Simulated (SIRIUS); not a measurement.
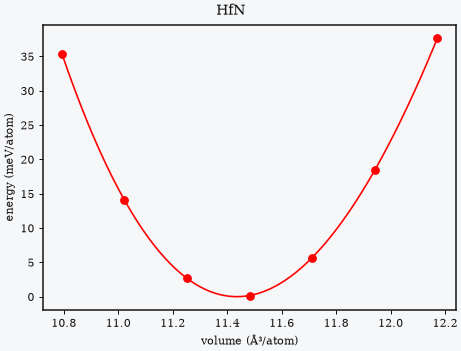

Plotted: energy against volume for HfN, space group Fm-3m (No. 225).

Structure:
```cif
data_structure
_symmetry_space_group_name_H-M 'P 1'
_symmetry_Int_Tables_number 1
_cell_length_a 3.1905
_cell_length_b 3.1905
_cell_length_c 3.1905
_cell_angle_alpha 60.000
_cell_angle_beta 60.000
_cell_angle_gamma 60.000
_cell_volume 22.96
loop_
_atom_site_label
_atom_site_type_symbol
_atom_site_fract_x
_atom_site_fract_y
_atom_site_fract_z
_atom_site_occupancy
Hf1 Hf 0.00000 0.00000 0.00000 1
N1 N 0.50000 0.50000 0.50000 1
```

Computed with SIRIUS 7.12.0: plane-wave DFT, no spin polarisation; energies at scaled volumes of the given cell, shape and fractions fixed, counted from the fit's minimum, third-order Birch-Murnaghan fit. Level: PBEsol.

k mesh 7×7×7; occupations Fermi–Dirac; smearing width 0.05 eV; potentials dojo sr pbe 0.4.1 standard; wave cutoff 1152 eV; density cutoff 4606 eV.

From this curve and the settings, what does the calculation give for the pressure at the same points?

The pressure falls from 18.57 GPa at volume 10.79 Å³/atom to −15.50 GPa at 12.17 Å³/atom, and changes sign near 11.44 Å³/atom.

```
volume (Å³/atom)  pressure (GPa)
           10.79           18.57
           11.02           11.27
           11.25            4.72
           11.48           -1.17
           11.71           -6.47
           11.94          -11.22
           12.17          -15.50
```
